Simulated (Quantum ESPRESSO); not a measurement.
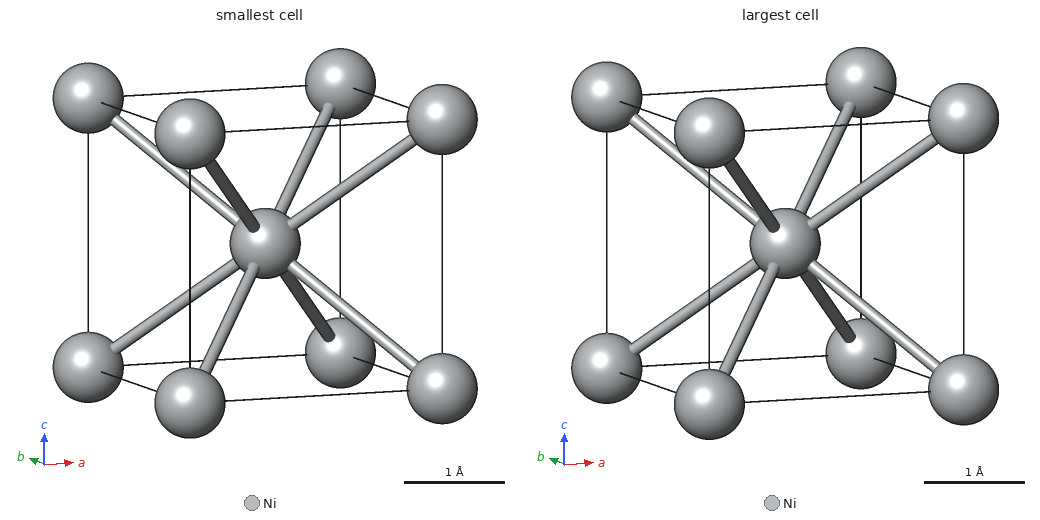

Ni, body-centred cubic (W type), space group Im-3m (No. 229), relaxed (cell and atoms, zero pressure) with four choices of dispersion term on top of PBEsol; the smallest and the largest of the relaxed conventional cells are drawn to one scale (sticks follow a distance rule). The start was a structure listed in the Materials Project. This isn't the form of Ni at room conditions, which is fcc.

Alike in all runs: Quantum ESPRESSO 7.5; functional PBEsol; potentials GBRV 1.5 PBEsol; cutoff 612 eV; k mesh 13 × 13 × 13 on the run's cell of 1 atom; occupations fermi-dirac, width 0.05 eV; collinear spin, ferromagnetic start; no spin-orbit coupling. All runs are metallic.

| level | volume (Å³/atom) | a (Å) |
| --- | --- | --- |
| rVV10 | 10.23 | 2.735 |
| none | ? | ? |
| D3(BJ) | 10.26 | 2.737 |
| D3 | 10.25 | 2.737 |

Q: Fill in the row of none.

A: Volume 10.48 Å³/atom; a 2.757 Å. That is the largest volume of all.

Q: Order the levels by the relaxed volume, smallest first.

A: rVV10 (10.23 Å³/atom), D3 (10.25 Å³/atom), D3(BJ) (10.26 Å³/atom), none (10.48 Å³/atom). Rows within a few tenths of a per cent can't be told apart.

Caveat: pairwise dispersion terms can overbind metals strongly.
